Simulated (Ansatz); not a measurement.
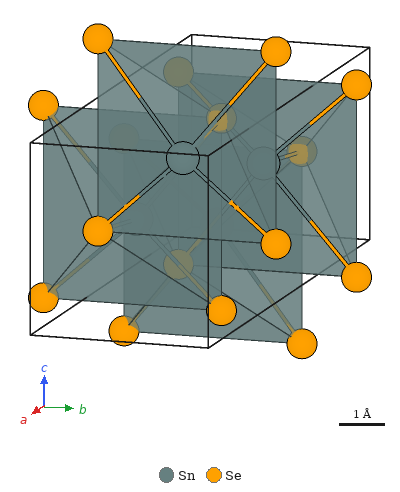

**Figure 1.** The structure (polyhedral view of the cell of the calculation, seen slightly off an axis; polyhedra are completed across the faces of the cell).

## Run report: SnSe, optical-spectrum calculation

System: SnSe (8 atoms in the cell).
Method: DFT PBE+D3(BJ), scalar-relativistic, plane waves, PAW, no spin polarisation (Ansatz 0.2.0).

The structure derives from an entry of the Crystallography Open Database.

**Input**
```yaml
crystal:
  lattice:
    - [11.4816168935, 0.0, 0.0]
    - [0.0, 4.1675106242, 0.0]
    - [0.0, 0.0, 4.3863231502]
  atoms:
    - { symbol: Sn, position: [0.117625266, 0.25, 0.0953416146] }
    - { symbol: Sn, position: [0.382374734, 0.75, 0.5953416146] }
    - { symbol: Sn, position: [0.617625266, 0.25, 0.4046583854] }
    - { symbol: Sn, position: [0.882374734, 0.75, 0.9046583854] }
    - { symbol: Se, position: [0.3569825005, 0.25, 0.0230334083] }
    - { symbol: Se, position: [0.1430174995, 0.75, 0.5230334083] }
    - { symbol: Se, position: [0.8569825005, 0.25, 0.4769665917] }
    - { symbol: Se, position: [0.6430174995, 0.75, 0.9769665917] }
basis:
  ecutwfc: 420
kpoints:
  mp_grid: { grid: [4, 8, 8] }
hamiltonian:
  xc: pbe
  dispersion: d3bj
scf:
  occupations: { method: gaussian, width: 0.02 }
  n_extra_bands: 32
output:
  forces: false
  stress: false
  eigenvalues: true
  optics: { e_range: [0, 14], sigma: 0.1, nscf_kmesh: { grid: [6, 12, 12] } }
checkpoint:
  read: start.run
  write: ck
  compress: false
  write_wavefunctions: false
  write_every: 100000
```

Hardware: 4 threads of Arm Neoverse V2, 24 GiB of memory available, shared host.

Command:
```bash
ansatz run input.yaml --threads 4 --pin off --max-ram 10240MiB --backend cpu --events-out ev --progress --plain --runs-dir out
```

**The program's output**
```
Warning: checkpoint.read: basis.xc_grid differs: saved 2, current 1 (points along each axis for each point of the dense box; where the key is left out runs that use forces, runs that use the stress, dielectric runs by a finite field, finite-displacement phonons, runs of phonons.displacement_patterns under a GGA or a meta-GGA, phonons by method: dfpt, dielectric runs by the response, runs on support functions, runs on PAW files under a meta-GGA or a hybrid on one, runs at kind: all_electron or under a hybrid on a GGA, runs under a text's formulas of a gradient, and runs on PAW files that evaluate rPW86 or Becke's exchange or LYP's correlation can take a finer level, which can go by the root key accuracy; a number is taken as typed: the saved number, typed, holds this deck to the state's level, where the deck is accepted there); the SCF iterates at this deck's level from the saved density; a trajectory continued from that state goes on on another energy surface; basis.xc_grid: 2, typed and accepted, keeps it on the saved one
scf.n_extra_bands = 32 over 60 filled bands (N_el = 120.0): the run solves 92 bands
Engine: ansatz 0.2.0, aarch64-unknown-linux-gnu
Pseudopotentials: kind: paw
Pseudopotential: Sn, paw, valence charge 14, recommended cutoff 420 eV (normal), Sn.paw.azcp
Pseudopotential: Se, paw, valence charge 16, recommended cutoff 420 eV (normal), Se.paw.azcp
Functional definition: PBE
  parameter kappa = 0.804
  parameter beta = 0.06672455060314922
  exchange = pbe_x(kappa = kappa, mu = beta*pi^2/3)
  correlation = pbe_c(beta = beta)
Crystal: 8 atoms, lattice volume = 209.885 Å³
Basis set: ecut = 420 eV, 4077 PW (Γ)
Bands: 92, of which v1, the nominal top of the filled ones, is band 60 counted from 1 (59 counted from 0)
Symmetry: 8 space group operations
Space group: Pnma (ITA 62), of the structure as read, at distance tolerance 5.9e-5 Å
k-points: 75 of 256
Non-local potential: Sn, projectors of the file, l = 0: 2, l = 1: 2, l = 2: 2, l = 3: 2
Non-local potential: Se, projectors of the file, l = 0: 2, l = 1: 2, l = 2: 3, l = 3: 1
PAW form: soft (Blöchl's): semilocal exchange-correlation on the pseudo side does not see the compensation charge
PAW one-centre angular grid: Sn, 590 points (default); XC on 64 Gauss nodes
PAW one-centre angular grid: Se, 590 points (default); XC on 64 Gauss nodes
Initial density: read from a saved state, or passed on in memory by an earlier SCF of this step, an earlier step, the calling program or the single point that the run made first
Initial wavefunctions: pseudopotential atomic-orbital guess
Functional: x = pbe(κ = 0.804, μ = 0.2195149727645171), c = pbe(β = 0.06672455060314922)
iter 1 solved again at ethr=1.21e-7 eV; its pass at ethr=3.10e-3 eV (dr2=1.46e-4 eV) is discarded
SCF iter   1: F=—  HF=-45979.517258 eV  |F-HF|=—  |Δ(HF+E_count)|=         —  Δρ=6.73e-6  dr2=6.31e-8  ethr=1.21e-7  ⟨swp⟩=8.0  Hψ=51687  notcnv=0  defer=7
preconditioner: auto → Resta (q_TF=auto, 2.486 Å⁻¹)  ε∞=2.2  [insulator: Δε(μ)=0.566 eV  Ē_g=20.861 eV  σ=0.020 eV  W_gap=1.00  n_scr=56 (ndim 8)  ℏωp=22.9 eV  f_vac=0.001  D(μ)=0.00/eV (n_scr^D=0)  ε∞_Penn≈2.2]
SCF iter   2: F=—  HF=-45979.517257 eV  |F-HF|=—  |Δ(HF+E_count)|=   9.19e-7  Δρ=3.80e-6  dr2=2.20e-8  ethr=5.26e-11  ⟨swp⟩=2.9  Hψ=12599  notcnv=0  defer=5
SCF iter   3: F=—  HF=-45979.517257 eV  |F-HF|=—  |Δ(HF+E_count)|=   2.55e-8  Δρ=5.87e-7  dr2=7.05e-10  ethr=1.83e-11  ⟨swp⟩=2.0  Hψ=8256  notcnv=0  defer=5
SCF iter   4: F=—  HF=-45979.517257 eV  |F-HF|=—  |Δ(HF+E_count)|=  8.59e-10  Δρ=1.09e-7  dr2=3.82e-11  ethr=1.00e-12  ⟨swp⟩=2.0  Hψ=7962  notcnv=0  defer=5
iter 5 did not close the SCF: its close was put off for the readings that it lacked (scf_convergence_deferred on its scf_iter line)
SCF iter   5: F=-45979.517257 eV  HF=-45979.517257 eV  |F-HF|=7.28e-12  |Δ(HF+E_count)|=  7.28e-12  Δρ=4.31e-8  dr2=9.26e-12  ethr=1.00e-12  ⟨swp⟩=1.0  Hψ=6742  notcnv=0  defer=5
iter 6 did not close the SCF: its close was put off for the readings that it lacked (scf_convergence_deferred on its scf_iter line)
SCF iter   6: F=-45979.517257 eV  HF=-45979.517257 eV  |F-HF|=1.46e-11  |Δ(HF+E_count)|=  7.28e-12  Δρ=1.00e-8  dr2=1.93e-13  ethr=1.00e-12  ⟨swp⟩=1.0  Hψ=6742  notcnv=0  defer=5
iter 7 did not close the SCF: its close was put off for the readings that it lacked (scf_convergence_deferred on its scf_iter line)
SCF iter   7: F=-45979.517257 eV  HF=-45979.517257 eV  |F-HF|=1.46e-11  |Δ(HF+E_count)|=  1.46e-11  Δρ=2.43e-9  dr2=1.04e-14  ethr=1.00e-12  ⟨swp⟩=1.0  Hψ=6742  notcnv=0  defer=5
iter 8 did not close the SCF: its close was put off for the readings that it lacked (scf_convergence_deferred on its scf_iter line)
SCF iter   8: F=-45979.517257 eV  HF=-45979.517257 eV  |F-HF|=7.28e-12  |Δ(HF+E_count)|=  2.18e-11  Δρ=5.45e-10  dr2=5.55e-16  ethr=1.00e-12  ⟨swp⟩=1.0  Hψ=6742  notcnv=0  defer=5
SCF iter   9: F=-45979.517257 eV  HF=-45979.517257 eV  |F-HF|=1.46e-11  |Δ(HF+E_count)|=  2.18e-11  Δρ=1.86e-10  dr2=6.32e-17  ethr=1.00e-12  ⟨swp⟩=2.2  Hψ=16213  notcnv=0
SCF 1 converged in 9 iterations: F = -45979.517257 eV  dr2 = 6.32e-17
  greatest PAW one-centre occupation: 1.000 electrons in one spin orbital (limit 2), on the Se atom at site 6 (counted from 0), in its partial waves of l = 2
```

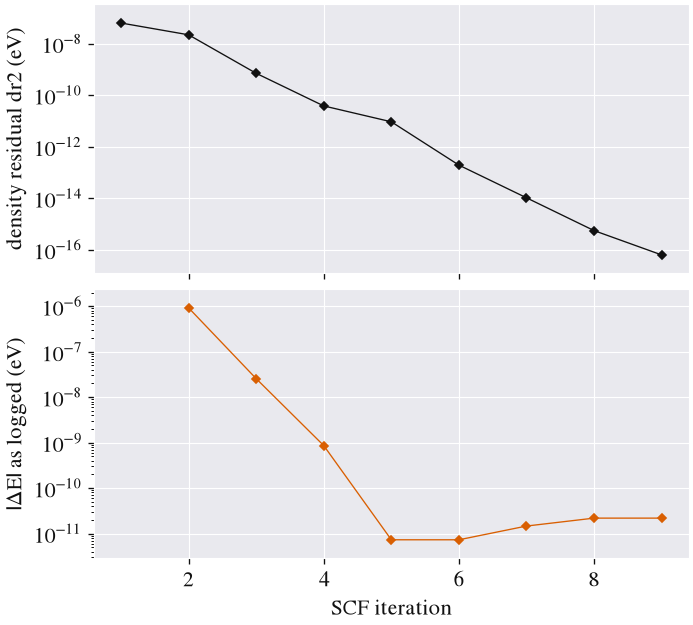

**Figure 2.** Convergence of the self-consistent field: density residual dr2 and size of the energy change against the SCF iteration. The residual falls at every step.

```
NSCF: frozen V_eff on 196 k-points
Optics k sum: 0 of 196 k-points
Optics k sum: 10 of 196 k-points
Optics k sum: 20 of 196 k-points
Optics k sum: 30 of 196 k-points
Optics k sum: 40 of 196 k-points
Optics k sum: 49 of 196 k-points
Optics k sum: 59 of 196 k-points
Optics k sum: 69 of 196 k-points
Optics k sum: 79 of 196 k-points
Optics k sum: 89 of 196 k-points
Optics k sum: 98 of 196 k-points
Optics k sum: 108 of 196 k-points
Optics k sum: 118 of 196 k-points
Optics k sum: 128 of 196 k-points
Optics k sum: 138 of 196 k-points
Optics k sum: 147 of 196 k-points
Optics k sum: 157 of 196 k-points
Optics k sum: 167 of 196 k-points
Optics k sum: 177 of 196 k-points
Optics k sum: 187 of 196 k-points
Optics k sum: 196 of 196 k-points
Optics k sum: 0 of 196 k-points
Optics k sum: 10 of 196 k-points
Optics k sum: 20 of 196 k-points
Optics k sum: 30 of 196 k-points
Optics k sum: 40 of 196 k-points
Optics k sum: 49 of 196 k-points
Optics k sum: 59 of 196 k-points
Optics k sum: 69 of 196 k-points
Optics k sum: 79 of 196 k-points
Optics k sum: 89 of 196 k-points
Optics k sum: 98 of 196 k-points
Optics k sum: 108 of 196 k-points
Optics k sum: 118 of 196 k-points
Optics k sum: 128 of 196 k-points
Optics k sum: 138 of 196 k-points
Optics k sum: 147 of 196 k-points
Optics k sum: 157 of 196 k-points
Optics k sum: 167 of 196 k-points
Optics k sum: 177 of 196 k-points
Optics k sum: 187 of 196 k-points
Optics k sum: 196 of 196 k-points
SCF converged after 9 iterations
Free energy (F): -45979.517257 eV
Harris-Foulkes:  -45979.517257 eV  (|F-HF|=1.46e-11)
Internal energy: -45979.517257 eV  (E = F + TS)
E sigma→0 (E₀):  -45979.517257 eV
Fermi energy:    9.557019 eV
--- Per-component energies (eV) ---
  E_band       = -1851.461553
  E_kinetic    = 1217.246523
  E_local      = -13074.697679  (includes V_loc(G=0)·N_el)
  E_nonlocal   = -2513.879764
  E_hartree    = 6913.945322
  E_xc         = -1950.671739
  E_vxc        = -780.278419  (∫ρ·V_xc dr)
  E_paw        = -24179.734368  (= ΣΔE_a)
  E_vpaw       = -527.740491  (= ΣTr[D̂ρ^β])
  E_aug_tail   = -0.002367  (compensation charges beyond the density's cutoff)
  E_ewald      = -12388.773327
  E_disp       = -2.949858  (pairwise vdW)
  E_smearing   = -0.000000  (= −TS)
  E_closure    = 0.000000  (closes the sum)
  Σ components = -45979.517257   (vs F -45979.517257, Δ=0.00e0)
--- Band table (eV; the first three rows and the last of 75) ---
  k-point 0: bands = ["-38.1237", "-38.1236", "-38.1236", "-38.1235", "-38.1221", "-38.1221", "-38.1220", "-38.1219", "-38.1065", "-38.1064", "-38.1064", "-38.1063", "-38.1040", "-38.1039", "-38.1039", "-38.1037", "-38.0989", "-38.0988", "-38.0987", "-38.0986", "-12.1124", "-12.0993", "-12.0978", "-12.0941", "-12.0922", "-12.0888", "-12.0876", "-12.0846", "-12.0806", "-12.0796", "-12.0779", "-12.0775", "-12.0655", "-12.0609", "-12.0481", "-12.0409", "-12.0387", "-12.0328", "-12.0245", "-12.0160", "-4.5595", "-4.1891", "-3.5433", "-3.0177", "2.0833", "3.2638", "3.6295", "4.2516", "4.4323", "5.8520", "5.8607", "5.9893", "6.3950", "6.4241", "6.9244", "7.4005", "7.6608", "7.9783", "8.5543", "8.6983", "9.8399", "12.2399", "12.4192", "12.4318", "12.6265", "12.7527", "13.5652", "13.8084", "13.9010", "14.0548", "14.6055", "15.1296", "15.3374", "15.3752", "15.5956", "16.0459", "16.0850", "16.9110", "17.7775", "17.8869", "17.9326", "18.0331", "18.4094", "18.4194", "18.9294", "19.2328", "19.6344", "19.6483", "19.9189", "20.0189", "20.0672", "20.1451"]
  k-point 1: bands = ["-38.1237", "-38.1236", "-38.1236", "-38.1235", "-38.1221", "-38.1221", "-38.1220", "-38.1219", "-38.1065", "-38.1064", "-38.1064", "-38.1063", "-38.1040", "-38.1039", "-38.1039", "-38.1037", "-38.0989", "-38.0988", "-38.0987", "-38.0986", "-12.1114", "-12.0983", "-12.0979", "-12.0935", "-12.0931", "-12.0904", "-12.0867", "-12.0850", "-12.0804", "-12.0795", "-12.0781", "-12.0754", "-12.0647", "-12.0611", "-12.0482", "-12.0405", "-12.0393", "-12.0333", "-12.0242", "-12.0163", "-4.4899", "-4.1261", "-3.5249", "-3.0265", "1.8259", "3.0821", "3.2973", "3.9738", "4.3636", "5.9120", "5.9680", "6.3711", "6.4925", "6.8911", "7.0032", "7.4743", "7.7085", "8.3014", "8.3951", "8.7349", "9.8599", "11.6603", "12.2673", "12.4788", "12.4877", "12.6590", "13.3599", "13.6106", "13.6775", "13.7929", "14.5377", "14.6917", "14.8486", "15.4087", "15.5280", "16.0373", "16.4674", "17.0066", "17.4437", "17.9804", "18.2590", "18.6883", "18.7743", "18.9858", "19.4696", "19.5513", "19.8651", "19.8714", "19.9832", "20.1588", "21.0491", "21.0710"]
  k-point 2: bands = ["-38.1237", "-38.1236", "-38.1236", "-38.1236", "-38.1221", "-38.1221", "-38.1220", "-38.1219", "-38.1065", "-38.1064", "-38.1064", "-38.1063", "-38.1040", "-38.1039", "-38.1038", "-38.1037", "-38.0989", "-38.0988", "-38.0987", "-38.0987", "-12.1090", "-12.0984", "-12.0960", "-12.0953", "-12.0934", "-12.0921", "-12.0861", "-12.0856", "-12.0821", "-12.0787", "-12.0760", "-12.0708", "-12.0636", "-12.0614", "-12.0480", "-12.0408", "-12.0395", "-12.0343", "-12.0232", "-12.0172", "-4.2939", "-3.9481", "-3.5005", "-3.0723", "1.3474", "2.4451", "2.7108", "3.4872", "4.5080", "6.1999", "6.2751", "6.7684", "6.9735", "7.1964", "7.3160", "7.8023", "8.0835", "8.1831", "8.6621", "8.9381", "10.1604", "10.6634", "11.3737", "11.5178", "12.2550", "12.3668", "12.7246", "12.7911", "13.6770", "13.8865", "14.0100", "14.4598", "14.7566", "15.6079", "16.1537", "16.2043", "16.8382", "16.9620", "17.4404", "18.1155", "18.6372", "18.9483", "19.3035", "19.6809", "20.3157", "20.3849", "20.4617", "20.8708", "21.0475", "21.3236", "21.5155", "22.2055"]
  k-point 74: bands = ["-38.1237", "-38.1237", "-38.1237", "-38.1237", "-38.1219", "-38.1219", "-38.1219", "-38.1219", "-38.1064", "-38.1064", "-38.1064", "-38.1064", "-38.1039", "-38.1039", "-38.1039", "-38.1039", "-38.0987", "-38.0987", "-38.0987", "-38.0987", "-12.1130", "-12.1130", "-12.1130", "-12.1130", "-12.0846", "-12.0846", "-12.0846", "-12.0846", "-12.0721", "-12.0721", "-12.0721", "-12.0721", "-12.0491", "-12.0491", "-12.0491", "-12.0491", "-12.0281", "-12.0281", "-12.0281", "-12.0281", "-3.2014", "-3.2014", "-3.2014", "-3.2014", "2.5747", "2.5747", "2.5747", "2.5747", "4.5464", "4.5464", "4.5464", "4.5464", "5.4223", "5.4223", "5.4223", "5.4223", "7.6748", "7.6748", "7.6748", "7.6748", "11.6852", "11.6852", "11.6852", "11.6852", "14.1469", "14.1469", "14.1469", "14.1469", "15.8299", "15.8299", "15.8299", "15.8299", "16.2591", "16.2591", "16.2591", "16.2591", "19.0583", "19.0583", "19.0583", "19.0583", "20.2124", "20.2124", "20.2124", "20.2124", "21.8224", "21.8224", "21.8224", "21.8224", "21.9841", "21.9841", "21.9841", "21.9841"]
```

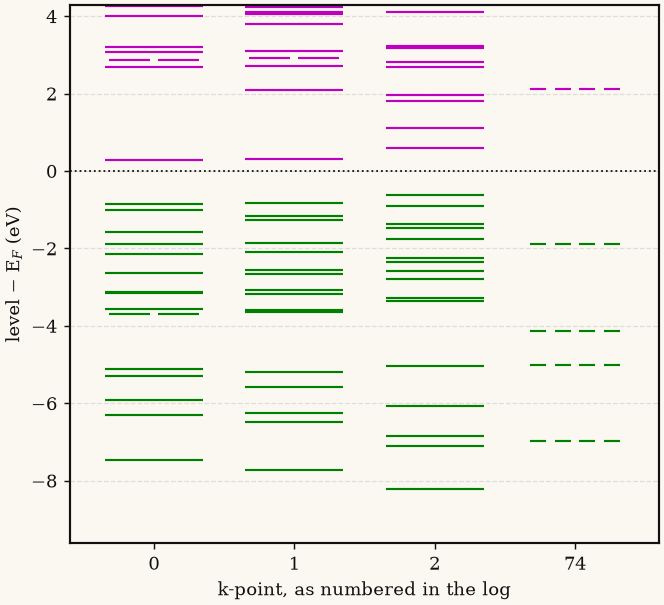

**Figure 3.** Kohn–Sham levels near the Fermi level (dotted) at the few k-points that the log prints; levels within 0.02 eV of each other stand side by side. Among these points the highest filled and lowest empty levels are 0.90 eV apart; the gap on the full mesh, 0.57 eV, has an edge at a point that isn't printed.

**Results in brief**

| quantity | value |
| --- | --- |
| outcome | converged |
| space group (tolerance 0.01 Å) | Pnma (62) |
| electrons treated | 120 |
| free energy | −45979.5173 eV |
| Fermi energy | 9.557 eV |
| gap on the k-point mesh | 0.57 eV |
| wall time | 7.5 min (CPU time 28 min) |
| peak memory | 6.2 GiB |
